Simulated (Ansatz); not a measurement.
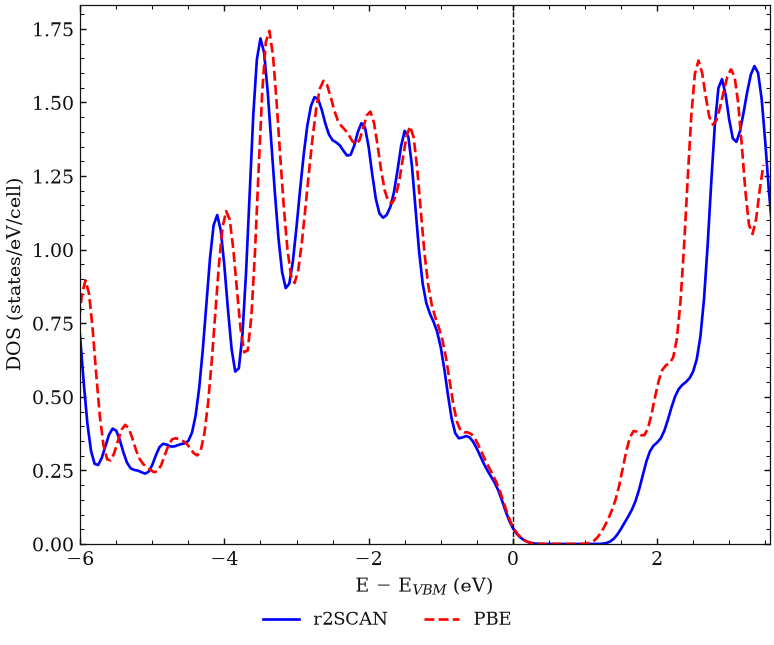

Total densities of states of GaP, space group I-4m2 (No. 119), 2 atoms in the cell, zincblende type, epitaxial (xy) strain −2.5%, by two methods on the same cell. The curves are built from the levels of the k mesh with Gaussians 0.3 eV wide, which also blur the band edges. Each is counted from its own valence-band top.

### How do the methods compare?

r2SCAN gives a gap of 1.61 eV and PBE gives a gap of 1.36 eV.

Settings. r2SCAN: DFT, r2SCAN, plane waves, PAW, no spin polarisation, 8×8×8 k mesh, 500 eV cutoff (Ansatz 0.2.0). PBE: DFT, PBE, plane waves, PAW, no spin polarisation, 8×8×8 k mesh, 420 eV cutoff, Fermi-Dirac smearing of 0.02 eV (Ansatz 0.2.0).
